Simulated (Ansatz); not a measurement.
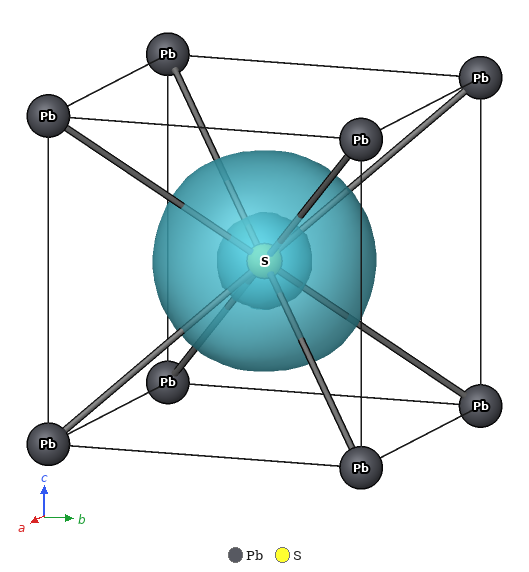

PbS. Isosurface of the ELF at 0.7 (cyan), seen slightly off an axis. Only the valence region is drawn (cores and ρ < 0.01 e/Å³ removed). Sticks mark near contacts.

Space group Pm-3m; a structure from a database of computed crystals, not necessarily the ambient phase; computed pressure about −4 GPa in this cell.

The calculation used Ansatz 0.2.0, Kohn-Sham DFT of a periodic cell, PBE0, Ansatz PAW.

Core electrons are frozen (PAW), and the valence fields are smoothed inside the atomic spheres.

### Identify the bonds, lone pairs and shells in this picture.

The surface consists of one region wrapped around S (its valence shell), counted in one cell of 2 atoms. Regions shared between cells count once. Along the contacts the grid gives the following. Pb–S (3.23 Å): the ELF peaks at about 0.85 in the valence shell of S, 0.8 Å from its nucleus, and drops to about 0.15 between the two atoms.
